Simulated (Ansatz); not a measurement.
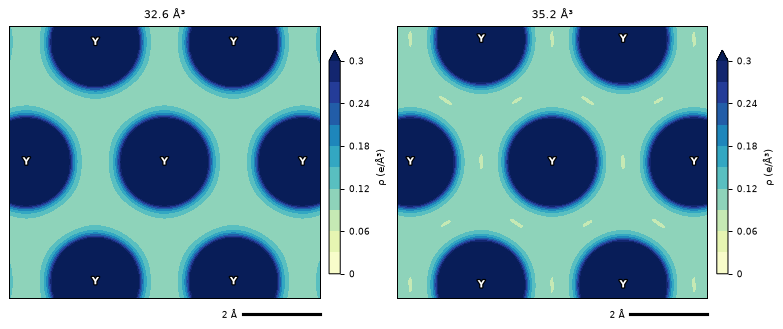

Y. The valence charge density (pseudo) of cells scaled evenly to different volumes (given per atom above each panel), on the (001) plane of each (indices in the axes of the cell below), at one length scale and on one colour scale.

A structure from a database of computed crystals, not necessarily the ambient phase; computed without spin polarisation.

These are results of Ansatz 0.2.0, DFT, r2SCAN, PAW with Ansatz's default frozen-core files, scalar-relativistic, not measurements.

The largest cell:

```
Y
1.0
     0.00000    2.60204    2.60204
     2.60204    0.00000    2.60204
     2.60204    2.60204    0.00000
Y
1
Direct
  0.00000 0.00000 0.00000
```

| volume (Å³/atom) | Y–Y contact in the plane (Å) | ρ at its midpoint (e/Å³) | pressure (GPa) | 
| --- | --- | --- | --- |
| 32.58 | 3.585 | 0.098 | 0.7 | 
| 33.24 | 3.609 | ? | ? | 
| 35.23 | 3.680 | 0.090 | −2.0 | 

Estimate the missing row, and compare with the calculation.

Over the known rows ln ρ falls by 0.90 per Å of Y–Y distance (the line through the two), which gives 0.096 e/Å³ at 3.609 Å; the calculation gives 0.096 e/Å³. For the pressure, a straight line in volume between the neighbouring rows gives 0.0 GPa; the calculation gives 0.0.
